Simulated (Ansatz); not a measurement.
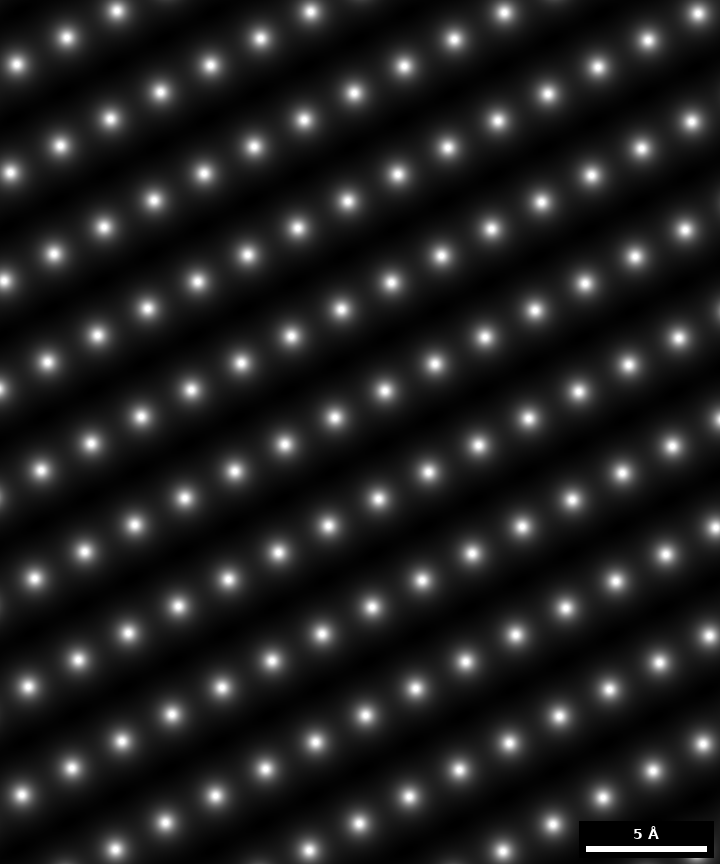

Projected-potential map of K. Computed as the sum of neutral-atom potentials (tabulated electron scattering factors, B = 0.3 Å²) projected along the beam and smoothed by 0.25 Å; brighter is more positive. The display is stretched by a gamma of 0.7; percentages refer to the linear signal.

**Give the net of the columns and its spacings.**

The pattern repeats on a rectangular net of 2.4 × 3.9 Å.

**What is the plane group of the image?**

p2mm: mirror lines in two perpendicular directions, with twofold points where they cross.

**How many columns does the smallest repeating cell hold, and how many levels of brightness?**

1 column in the primitive cell of 9.2 Å², all of one brightness.

The crystal is K (P6_3/mmc, No. 194) seen along [210]. Structure used: the input geometry of an electronic-structure calculation (not necessarily at equilibrium); the starting structure was generated, so it need not be a known form of this composition.
